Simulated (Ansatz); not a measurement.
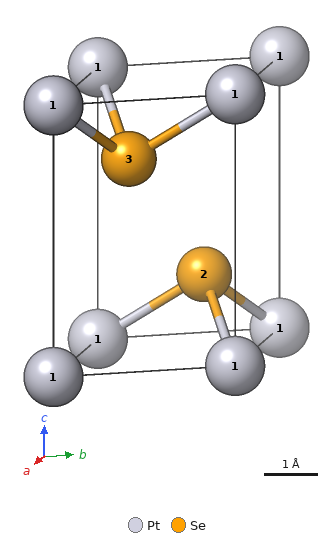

Fig. 1: The structure as given in the input (ball-and-stick view of the cell of the calculation, seen slightly off an axis; atoms are numbered from 1 in the order of the input).

# Single-point calculation, with input and output: PtSe₂ (part 1 of 2)

System: PtSe₂ (P-3m1, 3 atoms in the cell).
Method: DFT, HSE06, plane waves, PAW, no spin polarisation (Ansatz 0.2.0).

The structure was built on a prototype by a generator. The geometry comes from this level: r2scan-rvv10 (a point of a series of strains). It belongs to a series of runs on one base structure; here: biaxial_xy strain -3.4%. Figures and captions count atoms from 1; the log counts them from 0 in places.

**Input**
```yaml
crystal:
  lattice:
    - [3.6007576536, 0.0, 0.0]
    - [-1.8003788268, 3.1183476009, 0.0]
    - [0.0, 0.0, 5.2771566319]
  atoms:
    - { symbol: Pt, position: [0.0, 0.0, 0.0] }
    - { symbol: Se, position: [0.3333333333, 0.6666666667, 0.2573515623] }
    - { symbol: Se, position: [0.6666666667, 0.3333333333, 0.7426484377] }
kpoints:
  mp_grid: { grid: [6, 6, 4] }
  band_path:
    path:
      - [0.0, 0.0, 0.0]
      - [0.5, 0.0, 0.0]
      - [0.3333333333, 0.3333333333, 0.0]
      - [0.0, 0.0, 0.5]
      - [0.5, 0.0, 0.5]
      - [0.3333333333, 0.3333333333, 0.5]
      - [0.3, 0.3, 0.0]
      - [0.0, 0.25, 0.3333333333]
    npoints: 1
hamiltonian:
  xc: hse06
scf:
  occupations: { method: fermi_dirac, width: 0.02 }
  n_extra_bands: 4
output:
  forces: true
  stress: true
  eigenvalues: true
  write_density: true
  write_potential: true
  elf: true
  volumetric_format: npy
```

Machine: 4 threads of an x86-64 CPU, shared host.

Command:
```bash
ansatz run input.yaml --threads 4 --pin off --max-ram 3686MiB --backend cpu --events-out ev --progress --plain --runs-dir out
```

**What the program printed**
```
Warning: output.stress: scf.convergence.dr2_threshold = 1e-7 eV (the SCF's general default) is looser than the 3e-10 eV advised for a printed stress (1e-10 eV for each atom of the cell: 3). What an SCF threshold leaves in a stress goes as its square root, and in the free energy as the threshold itself, and one threshold admits the most on a small cell: of the crystals measured, under no hybrid functional and no lock of the moments, on runs that ended without the residual-converged pass, on stresses that held no estimate of that error, the worst erred by over 100 MPa in a component at 1e-7 eV an atom and by under 5 at 1e-10. Set scf.convergence.dr2_threshold to 3e-10 eV or tighter. The threshold is an SCF's pass mark: one that does not reach it within its budget of iterations ends unconverged, or closes short of it on a stop that the run arms, and scf.convergence.dr2_threshold's page says what that costs each kind of run
Warning: output.stress: scf.exx.energy_threshold = 1e-6 eV is looser than the 3e-8 eV advised for a stress under a hybrid functional (1e-8 eV for each atom of the cell: 3). Every SCF of the exchange loop can meet its threshold on dr2 while the loop round them stops early: no threshold on dr2 bounds what that leaves in the stress. Set scf.exx.energy_threshold to 3e-8 eV or tighter. The threshold is the loop's pass mark: a loop that does not reach it within its budget of cycles ends unconverged, and scf.exx.energy_threshold's page has the law
scf.n_extra_bands = 4 over 25 filled bands (N_el = 50.0): the run solves 29 bands
Engine: ansatz 0.2.0, x86_64-unknown-linux-gnu
Pseudopotentials: kind: paw
Pseudopotential: Pt, paw, valence charge 18, recommended cutoff 420 eV (normal), Pt.paw.azcp
Pseudopotential: Se, paw, valence charge 16, recommended cutoff 420 eV (normal), Se.paw.azcp
Functional definition: HSE06
  parameter a = 0.25
  parameter omega = 0.11/bohr
  exchange = pbe_x - a*pbe_x_sr(omega) + a*exact_x_sr(omega)
  correlation = pbe_c
Crystal: 3 atoms, lattice volume = 59.254 Å³
Basis set: ecut = 420 eV, 1145 PW (Γ), exchange–correlation on 50×50×72 points (8 copies of the dense FFT grid, shifted against one another)
Bands: 29, of which v1, the nominal top of the filled ones, is band 25 counted from 1 (24 counted from 0)
Symmetry: 12 space group operations
Space group: P-3m1 (ITA 164), of the structure as read, at distance tolerance 3.9e-5 Å
k-points: 24 of 144
Non-local potential: Pt, projectors of the file, l = 0: 3, l = 1: 2, l = 2: 2, l = 3: 1
Non-local potential: Se, projectors of the file, l = 0: 2, l = 1: 2, l = 2: 3, l = 3: 1
PAW form: soft (Blöchl's): semilocal exchange-correlation on the pseudo side does not see the compensation charge
PAW frozen core: Pt, regenerated for the run's functional, and the local potential with it (the file was generated under x = pbe(κ = 0.804, μ = 0.2195149727645171), c = pbe(β = 0.06672455060314922))
PAW frozen core: Se, regenerated for the run's functional, and the local potential with it (the file was generated under x = pbe(κ = 0.804, μ = 0.2195149727645171), c = pbe(β = 0.06672455060314922))
PAW one-centre angular grid: Pt, 590 points (default); XC on 64 Gauss nodes
PAW one-centre angular grid: Se, 590 points (default); XC on 64 Gauss nodes
Initial density: superposition of atomic densities (neutral atoms: chi_scale 0, normalization atom), corrected by the library's trained network
Initial wavefunctions: pseudopotential atomic-orbital guess
Functional: x = pbe(κ = 0.804, μ = 0.2195149727645171), c = pbe(β = 0.06672455060314922), warm-up for x = pbe(κ = 0.804, μ = 0.2195149727645171) + 0.25 (exact − pbe) at short range (hse, ω = 0.20786987370883472 Å⁻¹), c = pbe(β = 0.06672455060314922); HSE06 as pw.x's `hse` composes it (authors' and Libxc's form: `xc: wpbeh`)
SCF iter   1: F=—  HF=-23462.111069 eV  |F-HF|=—  |Δ(HF+E_count)|=         —  Δρ=6.20e-3  dr2=2.51e-2  ethr=1.77e-3  ⟨swp⟩=6.8  Hψ=2683  notcnv=0
preconditioner: auto → none  [insulator: Δε(μ)=0.062 eV  Ē_g=9.454 eV  σ=0.020 eV  W_gap=0.56  n_scr=22 (ndim 8)  ℏωp=22.6 eV  f_vac=0.029  D(μ)=0.93/eV (n_scr^D=2)]
SCF iter   2: F=—  HF=-23462.118016 eV  |F-HF|=—  |Δ(HF+E_count)|=   6.95e-3  Δρ=6.86e-3  dr2=5.88e-2  ethr=5.02e-5  ⟨swp⟩=4.2  Hψ=1943  notcnv=0  defer=1
iter 3 solved again at ethr=1.04e-6 eV; its pass at ethr=5.02e-5 eV (dr2=5.19e-4 eV) is discarded
SCF iter   3: F=—  HF=-23462.107767 eV  |F-HF|=—  |Δ(HF+E_count)|=   1.02e-2  Δρ=1.21e-3  dr2=5.32e-4  ethr=1.04e-6  ⟨swp⟩=2.2  Hψ=2999  notcnv=0
SCF iter   4: F=—  HF=-23462.107853 eV  |F-HF|=—  |Δ(HF+E_count)|=   8.57e-5  Δρ=3.25e-4  dr2=2.94e-5  ethr=1.04e-6  ⟨swp⟩=3.0  Hψ=1480  notcnv=0
SCF iter   5: F=—  HF=-23462.107873 eV  |F-HF|=—  |Δ(HF+E_count)|=   1.99e-5  Δρ=7.19e-5  dr2=9.96e-7  ethr=5.89e-8  ⟨swp⟩=3.0  Hψ=1570  notcnv=0
SCF iter   6: F=—  HF=-23462.107876 eV  |F-HF|=—  |Δ(HF+E_count)|=   2.52e-6  Δρ=2.12e-5  dr2=7.98e-8  ethr=1.99e-9  ⟨swp⟩=4.0  Hψ=2001  notcnv=0
SCF iter   7: F=—  HF=-23462.107876 eV  |F-HF|=—  |Δ(HF+E_count)|=   2.37e-7  Δρ=2.07e-6  dr2=1.03e-9  ethr=1.60e-10  ⟨swp⟩=3.1  Hψ=1806  notcnv=0
SCF iter   8: F=-23462.107876 eV  HF=-23462.107876 eV  |F-HF|=0.00e0  |Δ(HF+E_count)|=   1.48e-9  Δρ=6.13e-7  dr2=9.93e-11  ethr=2.06e-12  ⟨swp⟩=3.1  Hψ=1875  notcnv=0
SCF 1 converged in 8 iterations: F = -23462.107876 eV  dr2 = 9.93e-11
  greatest PAW one-centre occupation: 1.000 electrons in one spin orbital (limit 2), on the Pt atom at site 0 (counted from 0), in its partial waves of l = 0
Initial density: handed on by an earlier stage of this run
Initial wavefunctions: those handed on with the density
Functional: x = pbe(κ = 0.804, μ = 0.2195149727645171) + 0.25 (exact − pbe) at short range (hse, ω = 0.20786987370883472 Å⁻¹), c = pbe(β = 0.06672455060314922); HSE06 as pw.x's `hse` composes it (authors' and Libxc's form: `xc: wpbeh`)
Exchange kernel: α = 0.2500, screened, ω = 0.2079 Å⁻¹, Wigner–Seitz truncation, v(0) = 1046.0171 eV·Å³, q-mesh 6×6×4, nearest image of the exchange supercell L = 21.11 Å, pair-density grid 15×15×24, without the augmentation charges, whose exchange is taken in its separable form by FFT convolution over the k-point mesh (sized by the pseudopotential files, 24×24×36 at the most), smooth part of the exact exchange by density-matrix convolution
Frozen-core exchange: fock
iter 1 solved again at ethr=1.79e-5 eV; its pass at ethr=1.00e-1 eV (dr2=8.97e-3 eV) is discarded
SCF iter   1: F=—  HF=-23467.409886 eV  |F-HF|=—  |Δ(HF+E_count)|=         —  Δρ=7.07e-3  dr2=1.16e-2  ethr=1.79e-5  ⟨swp⟩=5.0  Hψ=3733  notcnv=0
preconditioner: auto → none  [insulator: Δε(μ)=0.414 eV  Ē_g=10.902 eV  σ=0.020 eV  W_gap=0.75  n_scr=22 (ndim 8)  ℏωp=22.6 eV  f_vac=0.030  D(μ)=0.52/eV (n_scr^D=2)]
SCF iter   2: F=—  HF=-23467.415833 eV  |F-HF|=—  |Δ(HF+E_count)|=   5.95e-3  Δρ=4.66e-3  dr2=7.70e-3  ethr=1.79e-5  ⟨swp⟩=3.2  Hψ=1987  notcnv=0  defer=1
SCF iter   3: F=—  HF=-23467.416727 eV  |F-HF|=—  |Δ(HF+E_count)|=   8.95e-4  Δρ=2.71e-3  dr2=6.60e-3  ethr=1.29e-5  ⟨swp⟩=3.1  Hψ=1807  notcnv=0
SCF iter   4: F=—  HF=-23467.415525 eV  |F-HF|=—  |Δ(HF+E_count)|=   1.20e-3  Δρ=1.30e-3  dr2=5.81e-4  ethr=1.29e-5  ⟨swp⟩=3.5  Hψ=1635  notcnv=0  defer=2
SCF iter   5: F=—  HF=-23467.415638 eV  |F-HF|=—  |Δ(HF+E_count)|=   1.13e-4  Δρ=3.53e-4  dr2=5.56e-5  ethr=8.56e-7  ⟨swp⟩=3.3  Hψ=1609  notcnv=0
SCF iter   6: F=-23467.415649 eV  HF=-23467.415649 eV  |F-HF|=4.14e-7  |Δ(HF+E_count)|=   1.13e-5  Δρ=4.46e-5  dr2=1.22e-6  ethr=8.03e-8  ⟨swp⟩=4.0  Hψ=1639  notcnv=0
SCF 2 stopped early in 6 iterations: F = -23467.415649 eV  dr2 = 1.22e-6
  Residual-converged pass: ⟨swp⟩=4.0  Hψ=2332  notcnv=0  max |occ|·‖R‖ = 6.7e-6 eV (tolerance 6.7e-6 eV)  dr2=1.19e-6  dr2_onsite=1.25e-7  max |Δocc| = 1.7e-8
hybrid outer 1: dexx = +2.054e-2 eV, tail = 2.13e-4 eV
Exchange kernel: α = 0.2500, screened, ω = 0.2079 Å⁻¹, Wigner–Seitz truncation, v(0) = 1046.0171 eV·Å³, q-mesh 6×6×4, nearest image of the exchange supercell L = 21.11 Å, pair-density grid 15×15×24, without the augmentation charges, whose exchange is taken in its separable form by FFT convolution over the k-point mesh (sized by the pseudopotential files, 24×24×36 at the most), smooth part of the exact exchange by density-matrix convolution
Frozen-core exchange: fock
SCF iter   1: F=—  HF=-23467.416129 eV  |F-HF|=—  |Δ(HF+E_count)|=         —  Δρ=7.32e-5  dr2=8.54e-7  ethr=2.13e-6  ⟨swp⟩=3.6  Hψ=1443  notcnv=0
preconditioner: auto → Kerker (q_TF=auto, 2.652 Å⁻¹)  [metal: Δε(μ)=0.052 eV  Ē_g=10.927 eV  σ=0.020 eV  W_gap=0.50  n_scr=22 (ndim 8)  ℏωp=22.6 eV  f_vac=0.031  D(μ)=0.42/eV (n_scr^D=0)]
SCF iter   2: F=—  HF=-23467.416133 eV  |F-HF|=—  |Δ(HF+E_count)|=   4.55e-6  Δρ=6.08e-5  dr2=8.54e-7  ethr=1.52e-9  ⟨swp⟩=4.1  Hψ=2552  notcnv=0
preconditioner: auto → none  [insulator: Δε(μ)=0.052 eV  Ē_g=10.927 eV  σ=0.020 eV  W_gap=0.50  n_scr=22 (ndim 8)  ℏωp=22.6 eV  f_vac=0.031  D(μ)=0.41/eV (n_scr^D=0)]
SCF iter   3: F=—  HF=-23467.416133 eV  |F-HF|=—  |Δ(HF+E_count)|=   7.09e-8  Δρ=3.67e-5  dr2=5.04e-7  ethr=1.52e-9  ⟨swp⟩=3.2  Hψ=1459  notcnv=0  defer=2
SCF iter   4: F=—  HF=-23467.416133 eV  |F-HF|=—  |Δ(HF+E_count)|=   6.14e-8  Δρ=1.83e-5  dr2=2.10e-7  ethr=9.51e-10  ⟨swp⟩=3.2  Hψ=1556  notcnv=0  defer=4
SCF iter   5: F=—  HF=-23467.416133 eV  |F-HF|=—  |Δ(HF+E_count)|=   5.30e-8  Δρ=3.44e-6  dr2=4.92e-9  ethr=4.05e-10  ⟨swp⟩=3.1  Hψ=1402  notcnv=0  defer=1
SCF iter   6: F=-23467.416133 eV  HF=-23467.416133 eV  |F-HF|=5.02e-10  |Δ(HF+E_count)|=  5.24e-10  Δρ=7.90e-7  dr2=5.47e-10  ethr=9.16e-12  ⟨swp⟩=3.3  Hψ=1924  notcnv=0  defer=2
SCF 3 converged in 6 iterations: F = -23467.416133 eV  dr2 = 5.47e-10
  Residual-converged pass: ⟨swp⟩=3.9  Hψ=1879  notcnv=0  max |occ|·‖R‖ = 2.6e-7 eV (tolerance 2.7e-7 eV)  dr2=5.58e-10  dr2_onsite=9.84e-11  max |Δocc| = 3.3e-12
hybrid outer 2: dexx = +1.825e-6 eV, tail = 8.72e-8 eV, Δε = 1.79e-3 eV (about 6.73e-5 eV left of the loop's levels), ΔF = 1.14e-2 eV/Å (tail 1.94e-3)
Exchange kernel: α = 0.2500, screened, ω = 0.2079 Å⁻¹, Wigner–Seitz truncation, v(0) = 1046.0171 eV·Å³, q-mesh 6×6×4, nearest image of the exchange supercell L = 21.11 Å, pair-density grid 15×15×24, without the augmentation charges, whose exchange is taken in its separable form by FFT convolution over the k-point mesh (sized by the pseudopotential files, 24×24×36 at the most), smooth part of the exact exchange by density-matrix convolution
Frozen-core exchange: fock
SCF iter   1: F=—  HF=-23467.416134 eV  |F-HF|=—  |Δ(HF+E_count)|=         —  Δρ=5.26e-6  dr2=6.53e-9  ethr=8.72e-10  ⟨swp⟩=5.2  Hψ=1529  notcnv=0
preconditioner: auto → none  [insulator: Δε(μ)=0.053 eV  Ē_g=10.927 eV  σ=0.020 eV  W_gap=0.51  n_scr=22 (ndim 8)  ℏωp=22.6 eV  f_vac=0.031  D(μ)=0.41/eV (n_scr^D=0)]
SCF iter   2: F=—  HF=-23467.416134 eV  |F-HF|=—  |Δ(HF+E_count)|=   3.22e-9  Δρ=3.09e-6  dr2=4.28e-9  ethr=1.18e-11  ⟨swp⟩=4.0  Hψ=1946  notcnv=0  defer=1
SCF iter   3: F=-23467.416134 eV  HF=-23467.416134 eV  |F-HF|=2.98e-10  |Δ(HF+E_count)|=  6.00e-10  Δρ=2.29e-6  dr2=6.59e-10  ethr=8.29e-12  ⟨swp⟩=3.1  Hψ=1449  notcnv=0  defer=1
SCF 4 converged in 3 iterations: F = -23467.416134 eV  dr2 = 6.59e-10
  Residual-converged pass: ⟨swp⟩=3.4  Hψ=1942  notcnv=0  max |occ|·‖R‖ = 2.7e-7 eV (tolerance 2.7e-7 eV)  dr2=6.71e-10  dr2_onsite=7.87e-11  max |Δocc| = 1.8e-12
```

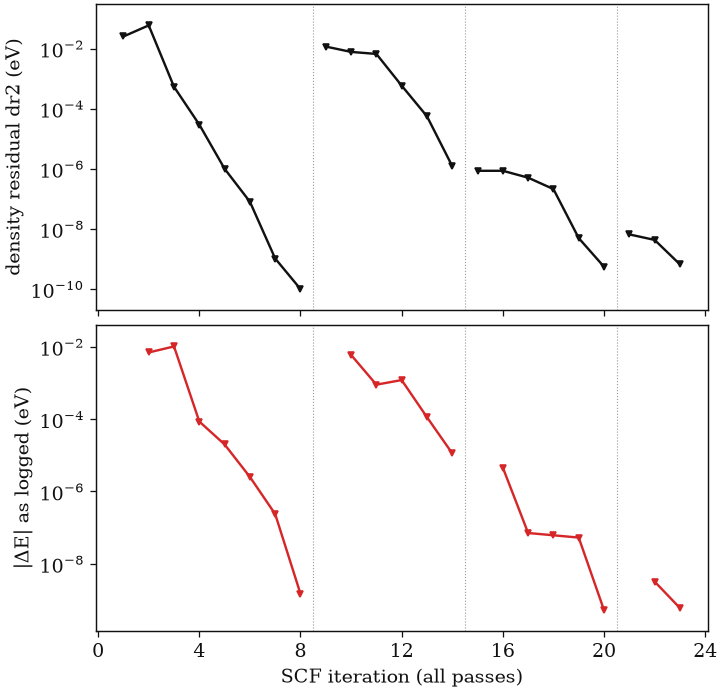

Fig. 2: Convergence of the self-consistent field: density residual dr2 and size of the energy change against the SCF iteration. The run starts with a semilocal functional; after that each stretch between dotted lines is one SCF of the hybrid functional between two exact rebuilds of the exchange operator by the outer loop. Early passes are stopped at a loose threshold. The passes take 8, 6, 6 and 3 iterations.

```
hybrid outer 3: dexx = +3.702e-9 eV, tail = 1.52e-9 eV, Δε = 1.50e-4 eV (about 2.90e-5 eV left of the loop's levels), ΔF = 4.63e-4 eV/Å (tail 2.39e-4)
NSCF: frozen V_eff on 8 k-points
hybrid SCF converged: 3 outer / 15 inner (+8 warm-up), last move |dexx| = 3.70e-9 eV, tail = 1.52e-9 eV
Stability not checked: this state was not tested for a lower state beside it, because the functional holds exact exchange (a hybrid, or Hartree-Fock), whose exchange loop this test does not read (fock_operator; see scf.lower_state_search)
Free energy (F): -23467.416134 eV
Frozen-core exchange: fock
Harris-Foulkes:  -23467.416134 eV  (|F-HF|=2.98e-10)
Internal energy: -23467.415591 eV  (E = F + TS)
E sigma→0 (E₀):  -23467.415863 eV
Entropy (-TS):   -0.000543 eV (-0.181 meV/atom)
Fermi energy:    13.832525 eV
--- Per-component energies (eV) ---
  E_band       = -1077.200621
  E_kinetic    = 875.621096
  E_local      = -6704.989033  (includes V_loc(G=0)·N_el)
  E_nonlocal   = -990.687151
  E_hartree    = 3118.682353
  E_xc         = -377.015244
  E_vxc        = -398.419998  (∫ρ·V_xc dr)
  E_exx        = -200.566527  (= α·E_x^exact, valence–valence)
  E_paw        = -13172.772437  (= ΣΔE_a)
  E_vpaw       = 305.043643  (= ΣTr[D̂ρ^β])
  E_aug_tail   = -0.000988  (compensation charges beyond the density's cutoff)
  E_ewald      = -6011.517907
  E_core_change = -4.169753  (= ΣΔE_core)
  E_smearing   = -0.000543  (= −TS)
  E_closure    = -0.000001  (closes the sum)
  Σ components = -23467.416134   (vs F -23467.416134, Δ=0.00e0)
--- Forces (eV/Å), atoms counted from 1 ---
  atom   1  Pt     0.00000000     0.00000000     0.00000000
  atom   2  Se     0.00000000    -0.00000000    -0.31260331
  atom   3  Se     0.00000000     0.00000000     0.31260331
  max |Σ_I F_I| component: 0.00e0 eV/Å
--- Stress (GPa, compression-positive) ---
        8.551797       0.000000       0.000000
       -0.000000       8.551797      -0.000000
        0.000000      -0.000000       2.121878
  P = ⅓ Tr σ = 6.4085 GPa (64.085 kbar)
--- Band table (eV; the first three rows and the last of 24) ---
  k-point 0: bands = ["-90.6785", "-43.5892", "-43.5809", "-43.5809", "-39.0414", "-39.0414", "-39.0382", "-39.0382", "-39.0239", "-39.0239", "-39.0189", "-39.0189", "-39.0134", "-39.0126", "-3.8992", "-0.9669", "4.9496", "6.3285", "6.3285", "8.4459", "8.4459", "9.7613", "12.5490", "12.5490", "13.8237", "15.4887", "15.4887", "18.0544", "18.9371"]
```
